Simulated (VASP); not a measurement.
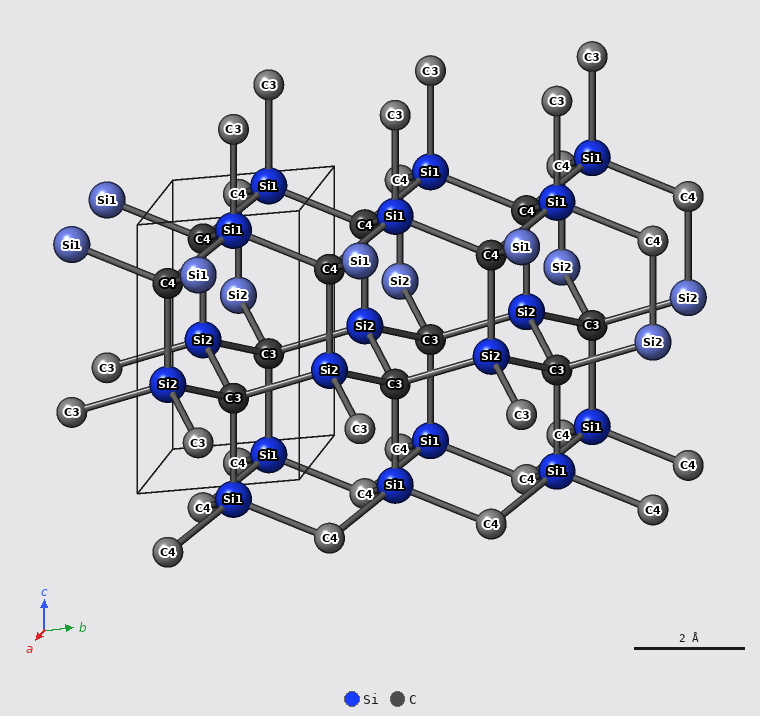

Figure 1. The structure as given in the input (ball-and-stick view of the cell of the calculation, repeated 2 × 3 × 1, seen slightly off an axis; neighbours outside the cell are drawn fainter; atoms are numbered from 1 in the order of the input). Near neighbours in the crystal (not all of them lie inside the picture): Si has 4 C at 1.89 to 1.91 Å; C has 4 Si at 1.89 to 1.91 Å.

**SiC: a failed or faulty run and its cure**

System: SiC (P6₃mc, 4 atoms in the cell).
Method of run A: DFT, plane waves, PAW, settings varied from a PBEsol run (VASP 6.6.1).

The structure was built on a prototype by a generator. Some settings of this run were made unusual or wrong on purpose. The geometry comes from this level: PBE. 

## INCAR, run A
```
SIGMA = 0.020000
EDIFF = 1.00e-07
EDIFFG = -5.00e-03
GGA = PS
IBRION = 2
ISIF = 3
ISMEAR = -1
NBANDS = 16
LASPH = .TRUE.
LCHARG = .FALSE.
LWAVE = .FALSE.
LREAL = .FALSE.
NELM = 51
NSW = 30
ENCUT = 180
PREC = Low
```

## KPOINTS, run A
```
KPOINTS created by Atomic Simulation Environment
0
Gamma
12 12 4
0 0 0
```

## POSCAR, run A
```
Si C
 1.0000000000000000
     3.0918273680621127    0.0000000000301718    0.0000000000000000
    -1.5459136840571859    2.6776010448426839   -0.0000000000000000
     0.0000000000000000    0.0000000000000000    5.0742733052383189
 Si  C
   2   2
Cartesian
 -0.0000000000174197  1.7850673632385132 -0.0020976691091829
  1.5459136840223464  0.8925336816343424  2.5350389835099767
 -0.0000000000174197  1.7850673632385132  1.9049501585735527
  1.5459136840223464  0.8925336816343424  4.4420868111927128
```

Command:
```bash
mpirun -np 1 vasp_std
```

Hardware: 1 CPU thread, shared host.

## OSZICAR and lines of OUTCAR (run A)
```
N       E                     dE             d eps       ncg     rms          rms(c)
DAV:   1    -0.593236215759E+01   -0.59324E+01   -0.35086E+03  1920   0.375E+02
DAV:   2    -0.331070685950E+02   -0.27175E+02   -0.25911E+02  2696   0.978E+01
DAV:   3    -0.337571713803E+02   -0.65010E+00   -0.64981E+00  2024   0.137E+01
DAV:   4    -0.337594588322E+02   -0.22875E-02   -0.22872E-02  2536   0.929E-01
DAV:   5    -0.337594743942E+02   -0.15562E-04   -0.15562E-04  2024   0.648E-02    0.110E+01
DAV:   6    -0.320893335258E+02    0.16701E+01   -0.19071E+00  2352   0.818E+00    0.565E+00
DAV:   7    -0.318829010754E+02    0.20643E+00   -0.53705E-01  2472   0.410E+00    0.179E+00
[...]
DAV:   7    -0.324424662769E+02   -0.40200E-08   -0.31894E-09   928   0.314E-04
   8 F= -.32442466E+02 E0= -.32442466E+02  d E =0.384107E-05
       N       E                     dE             d eps       ncg     rms          rms(c)
DAV:   1    -0.324425334849E+02   -0.67212E-04   -0.47884E-04  2248   0.140E-01    0.298E-02
DAV:   2    -0.324425249539E+02    0.85311E-05   -0.13340E-05  2128   0.227E-02    0.194E-02
DAV:   3    -0.324425232424E+02    0.17115E-05   -0.38806E-06  2320   0.119E-02    0.122E-02
DAV:   4    -0.324425234161E+02   -0.17376E-06   -0.20315E-07  1880   0.293E-03    0.121E-02
DAV:   5    -0.324425236015E+02   -0.18533E-06   -0.38074E-08   952   0.106E-03    0.121E-02
DAV:   6    -0.324425236662E+02   -0.64703E-07   -0.27561E-09   936   0.364E-04
   9 F= -.32442524E+02 E0= -.32442524E+02  d E =-.535482E-04
[... from OUTCAR:]
   NELECT =      16.0000    total number of electrons
 E-fermi :  10.1999
  free  energy   TOTEN  =       -32.4425236662 eV
  energy  without entropy=      -32.4425236662  energy(sigma->0) =      -32.44252367
```

> What went wrong, and how is the input to be mended?

Some settings of this run were drawn to be unusual or wrong (NELM = 51; NSW = 30; ENCUT = 180; PREC = Low). It converged; results that depend on the unusual settings are not reference values. The volume changed by more than 5 % on the plane waves of the start, so the result carries a basis error; a second relaxation from the end is advised.

A run of the same system that converges differs from this input as follows (lines with − go, lines with + come):
```diff
+ENCUT = 600.000000
+PREC = Accurate
+NELM = 120
+NSW = 40
-NELM = 51
-NSW = 30
-ENCUT = 180
-PREC = Low
```

## OSZICAR and lines of OUTCAR (run B)
```
N       E                     dE             d eps       ncg     rms          rms(c)
DAV:   1     0.285674580665E+02    0.28567E+02   -0.78371E+03  1824   0.101E+03
DAV:   2    -0.325253390780E+02   -0.61093E+02   -0.55687E+02  2656   0.166E+02
DAV:   3    -0.353203484408E+02   -0.27950E+01   -0.27830E+01  2432   0.325E+01
DAV:   4    -0.353411512899E+02   -0.20803E-01   -0.20801E-01  2184   0.345E+00
DAV:   5    -0.353413496201E+02   -0.19833E-03   -0.19833E-03  2432   0.320E-01    0.121E+01
DAV:   6    -0.319449337845E+02    0.33964E+01   -0.58839E+00  2320   0.148E+01    0.554E+00
DAV:   7    -0.318517052506E+02    0.93229E-01   -0.10089E+00  2552   0.583E+00    0.237E+00
[...]
       N       E                     dE             d eps       ncg     rms          rms(c)
DAV:   1    -0.318284867326E+02   -0.95712E-02   -0.96525E-02  2080   0.222E+00    0.401E-01
DAV:   2    -0.318263084720E+02    0.21783E-02   -0.35042E-03  2112   0.396E-01    0.193E-01
DAV:   3    -0.318257914915E+02    0.51698E-03   -0.91934E-04  2320   0.183E-01    0.393E-02
DAV:   4    -0.318257294693E+02    0.62022E-04   -0.82573E-05  2240   0.564E-02    0.146E-02
DAV:   5    -0.318257221412E+02    0.73281E-05   -0.85417E-06  2144   0.181E-02    0.151E-02
DAV:   6    -0.318257207318E+02    0.14094E-05   -0.71331E-07  2336   0.540E-03    0.233E-03
DAV:   7    -0.318257204940E+02    0.23787E-06   -0.55764E-07  2280   0.422E-03    0.112E-03
DAV:   8    -0.318257205224E+02   -0.28450E-07   -0.30485E-08   952   0.122E-03
   3 F= -.31825721E+02 E0= -.31825721E+02  d E =-.605060E-02
[... from OUTCAR:]
   NELECT =      16.0000    total number of electrons
 E-fermi :   8.5608
  free  energy   TOTEN  =       -31.8257205224 eV
  energy  without entropy=      -31.8257205224  energy(sigma->0) =      -31.82572052
```

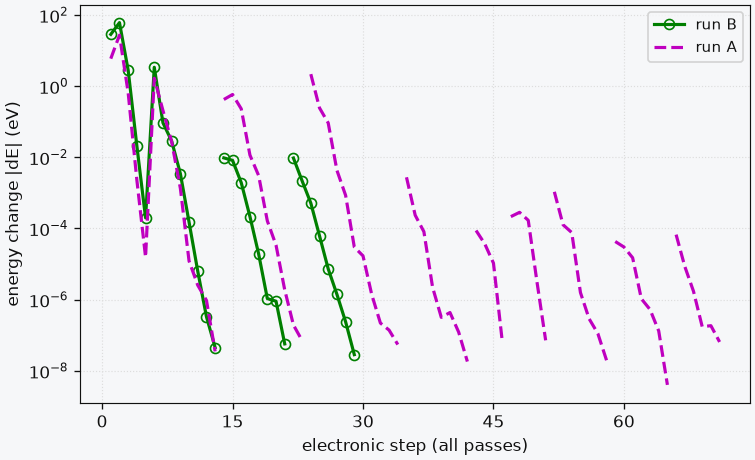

Figure 2. Convergence of the two runs: energy change |dE| against the electronic step. A break in a curve parts two SCF passes. Run B takes 29 steps in all, and run A takes 71.

## The two runs side by side

| quantity | run A | run B |
| --- | --- | --- |
| outcome | converged | converged |
| free energy per atom (eV) | −8.1106 | −7.9564 |
| pressure (GPa) | −0.01 | 0.00 |
| volume per atom (Å³) | 9.23 | 10.35 |
| largest force (eV/Å) | 0.003 | 0.002 |
| SCF iterations | 71 | 29 |
| irreducible k-points | 57 | 57 |

The free energy of run B is 154.2 meV per atom higher, which comes mainly from the change of cutoff or grids; a solver setting shouldn't move a converged energy. The volume per atom goes from 9.23 to 10.35 Å³. The SCF takes 29 iterations against 71.
